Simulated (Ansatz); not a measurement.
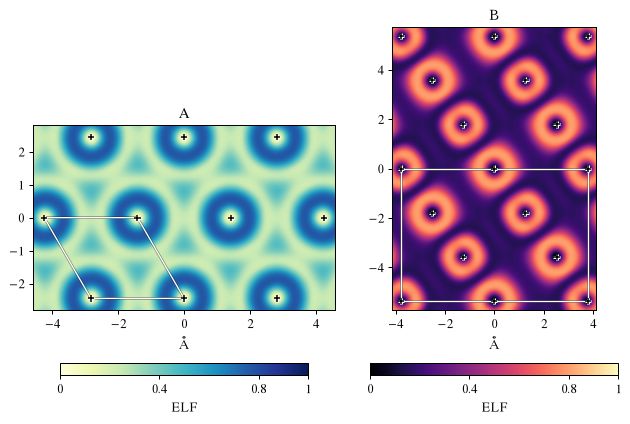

The ELF of 2 systems, each on a plane through atoms (crosses mark nuclei in the plane).

Level of theory: DFT PBEsol, scalar-relativistic, plane waves, PAW in Ansatz 0.2.0.

System 1: Nb, the (001) plane of the conventional cell. Space group P6₃/mmc; a generated structure, not necessarily the stable one.

System 2: NbN, the (110) plane of the calculation cell. Space group R-3m; a generated structure, not necessarily the stable one.

```cif
data_structure
_symmetry_space_group_name_H-M 'P 1'
_symmetry_Int_Tables_number 1
_cell_length_a 3.1018
_cell_length_b 3.1018
_cell_length_c 7.5655
_cell_angle_alpha 90.000
_cell_angle_beta 90.000
_cell_angle_gamma 120.000
_cell_volume 63.04
loop_
_atom_site_label
_atom_site_type_symbol
_atom_site_fract_x
_atom_site_fract_y
_atom_site_fract_z
_atom_site_occupancy
Nb1 Nb 0.00000 0.00000 0.00000 1
N1 N 0.66667 0.33333 0.16667 1
Nb2 Nb 0.33333 0.66667 0.33333 1
N2 N 0.00000 0.00000 0.50000 1
Nb3 Nb 0.66667 0.33333 0.66667 1
N3 N 0.33333 0.66667 0.83333 1
```

**Which map belongs to which system?**

Panel A is system 1, Nb: the plane holds Nb. Nb–Nb (2.83 Å): the ELF is about 0.25 at the midpoint: no localised pair shows between them. Panel B is system 2, NbN: the plane holds Nb and N. Nb–N (2.19 Å): the ELF peaks at about 0.80 in the valence shell of N, 0.6 Å from its nucleus, and drops to about 0.15 between the two atoms; no shared electron pair shows on this line.
